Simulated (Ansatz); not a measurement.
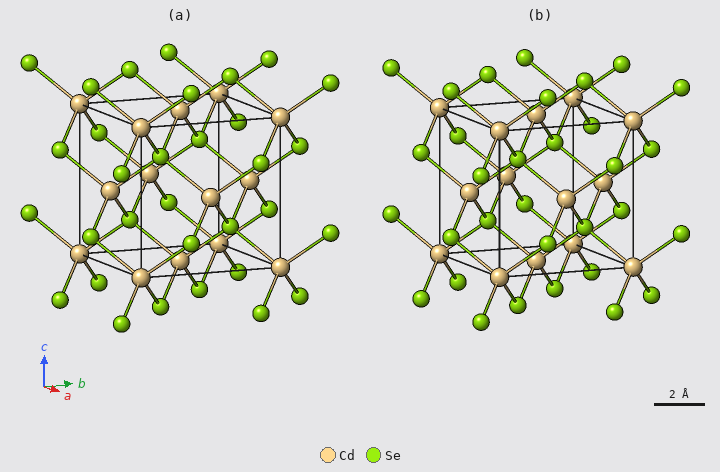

Left: a symmetric starting cell of CdSe. Right: the same structure after one change, at the same scale. The picture is a ball-and-stick view of the conventional cell (4 times the calculation's cell), seen slightly off an axis. Lengths and directions refer to the drawn axes.

Level of theory: DFT PBE, scalar-relativistic, plane waves, PAW in Ansatz 0.2.0. Settings: plane-wave cutoff 420 eV; k-point mesh 10 × 10 × 10; occupations gaussian; smearing width 0.05 eV; no spin polarisation.

**What distinguishes the right structure from the left one?**

The cell is strained by −4.1 % along b and −2.6 % across it (volume −9.1 %), the atoms keeping their fractional coordinates. No relaxation follows. The starting cell wasn't computed here and needn't be at equilibrium, so pressure and forces aren't due to the change alone.

**How do the computed properties respond?**

The pressure is 7.3 GPa (not all of it need come from the change, since the unchanged cell can be under pressure at this level too). All forces vanish by symmetry. Among the bonded contacts that change: Cd–Se 2.659 → 2.576 Å. The space group (tolerance 0.01 Å) goes from F-43m (No. 216) to I-4m2 (No. 119).
